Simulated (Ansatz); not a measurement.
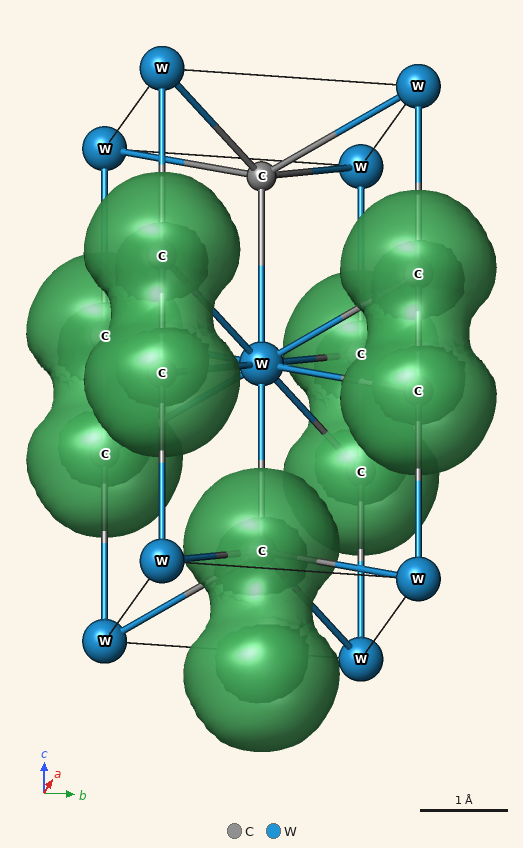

Figure. WC2. Isosurface of the ELF at 0.65 (green), seen at an oblique angle. Only the valence region is drawn (cores and ρ < 0.01 e/Å³ removed). Sticks mark near contacts.

Space group I4/mmm.

All numbers below come from Ansatz, DFT r2SCAN, scalar-relativistic, plane waves, PAW.

In a PAW calculation such maps are meaningful between the atoms, not at the nuclei.

```cif
data_structure
_symmetry_space_group_name_H-M 'P 1'
_symmetry_Int_Tables_number 1
_cell_length_a 3.0340
_cell_length_b 3.0340
_cell_length_c 5.9923
_cell_angle_alpha 90.000
_cell_angle_beta 90.000
_cell_angle_gamma 90.000
_cell_volume 55.16
loop_
_atom_site_label
_atom_site_type_symbol
_atom_site_fract_x
_atom_site_fract_y
_atom_site_fract_z
_atom_site_occupancy
C1 C 0.00000 0.00000 0.38056 1
C2 C 0.50000 0.50000 0.88056 1
C3 C 0.00000 0.00000 0.61944 1
C4 C 0.50000 0.50000 0.11944 1
W1 W 0.00000 0.00000 0.00000 1
W2 W 0.50000 0.50000 0.50000 1
```

Identify the bonds, lone pairs and shells in this picture.

Answer. The ELF exceeds this value in two regions between bonded C–C atoms, counted in one cell of 6 atoms. Any copies at cell faces, edges or corners count once. Profiles from the grid: C–C (1.43 Å): the ELF peaks at about 0.85 between the atoms. W–C (2.26 Å): the ELF peaks at about 0.70 in the valence shell of C, 0.7 Å from its nucleus, and is about 0.25 at the midpoint.

Metal or insulator at this level of theory?

Answer. It is metallic or semimetallic at this level of theory: no gap opens.
